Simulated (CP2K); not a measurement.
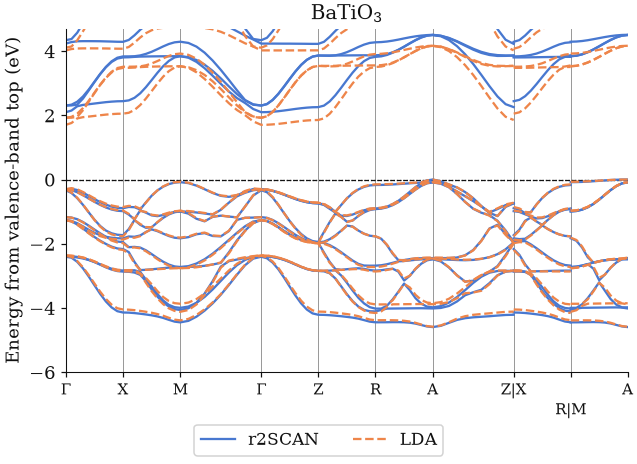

Band structures of BaTiO3, space group P4mm (No. 99), 5 atoms in the cell (a = 4.000 Å, c = 4.018 Å (tetragonal axes)), by two methods on the same cell. Each is counted from its own valence-band top.

Question: How do the methods compare?

Answer: r2SCAN gives a gap of 2.10 eV along the path and LDA gives a gap of 1.70 eV along the path. Over the top 3 filled bands the two differ by 0.01 eV on average.

Settings. r2SCAN: POTENTIAL_UZH Ba GTH-SCAN-q10, Ti GTH-SCAN-q12, O GTH-SCAN-q6; TZVP-MOLOPT-SCAN-GTH basis, no spin polarisation, no spin-orbit coupling, 7×7×7 k mesh, Fermi-Dirac smearing of 0.05 eV (CP2K 2026.2). LDA: GTH_POTENTIALS Ba GTH-PADE-q10, Ti GTH-PADE-q12, O GTH-PADE-q6; TZVP-MOLOPT-PBE-GTH basis, no spin polarisation, no spin-orbit coupling, 7×7×7 k mesh, Fermi-Dirac smearing of 0.05 eV (CP2K 2026.2).

The cell is at −7 GPa in LDA and 2 GPa in r2SCAN. The basis of atomic orbitals isn't converged, which shifts gaps and empty levels. LDA, GGA and most meta-GGA functionals understate gaps.
